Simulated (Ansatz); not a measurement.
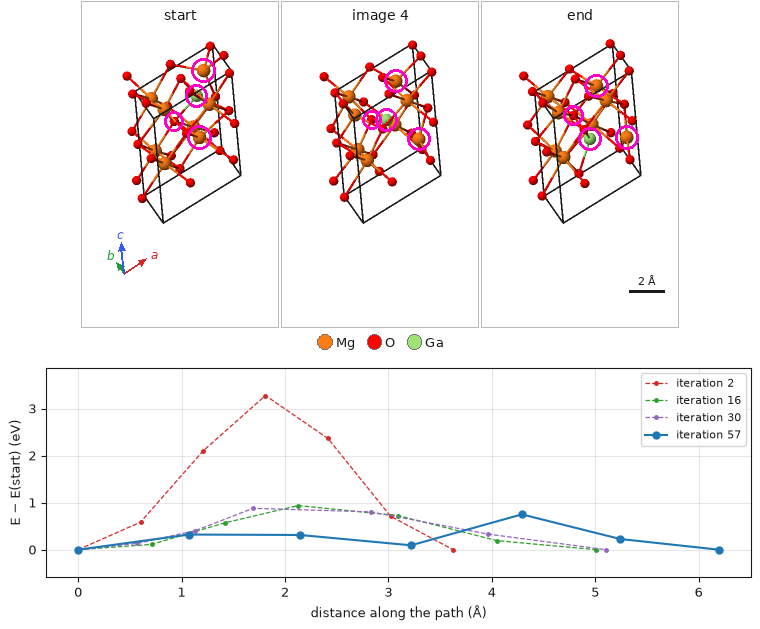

A nudged-elastic-band calculation for MgO with an interstitial Ga (17 atoms in the cell). Images are numbered from 0 (start) to 6 (end). The plot follows the band through its iterations. A ball-and-stick model of the reduced simulation cell (origin moved), seen slightly off an axis. The atoms that move most are ringed. Lengths and directions refer to the drawn axes. Bonds to atoms that aren't drawn are left out.

All numbers below come from DFT PBEsol, scalar-relativistic, plane waves, PAW (Ansatz). Run with plane-wave cutoff 420 eV; k-point mesh 2 × 2 × 2; Gaussian smearing 0.02 eV; spin collinear; 5 movable images; climbing image; force threshold 0.05 eV/Å; iteration limit 57; starting path by straight interpolation.

**How did the profile develop, and is the result final?**

The result isn't final. The band hadn't converged when the run stopped after 57 iterations. The barrier read from it is provisional, though the highest image hardly moved in the last two iterations. The first iteration put the highest image at 8.61 eV. The barrier is about 0.75 eV in both directions, with image 4 at the top; the ends have the same energy. The profile has 2 maxima (images 1, 4) with a dip at image 3 (+0.09 eV), which on an unconverged band is provisional.

Limits of the set-up: the periodic images lie only 6.2 Å apart, so the values are limited by the cell's size.

Cost: 19 min on 2 threads of Arm Neoverse V1, on a shared host, peak memory 1.1 GiB.

PAW datasets: the set soft_1.
